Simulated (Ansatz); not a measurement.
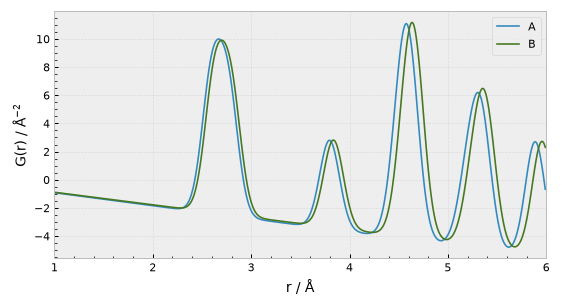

Computed X-ray G(r), with each pair weighted by the product of the atomic numbers (X-ray weights at Q = 0) and a uniform peak width σ = 0.10 Å. No termination ripples are included. Both curves are of V in space group P6_3/mmc, for two cells of different size. A: the end point of a relaxation with DFT, r2SCAN, plane waves (500 eV) with PAW, scalar-relativistic in Ansatz; the starting structure was generated, so it need not be a known form of this composition; B: coordinates from a relaxation with DFT, revPBE, plane waves (420 eV) with PAW, scalar-relativistic (Ansatz 0.2.0); the starting structure was generated, so it need not be a known form of this composition.

Question: Which cell is the larger, and by how much?

Answer: Cell B is larger: the volume of B is 3.5 % above that of A (13.63 and 14.11 Å³ per atom), a mean linear change of 1.2 %. The shortest distance is 2.599 Å in A and 2.632 Å in B.

Question: Give both cells.

Answer: Cell A: a = 2.599 Å, b = 2.599 Å, c = 4.662 Å, α = 90.00°, β = 90.00°, γ = 120.00°
Cell B: a = 2.632 Å, b = 2.632 Å, c = 4.705 Å, α = 90.00°, β = 90.00°, γ = 120.00°
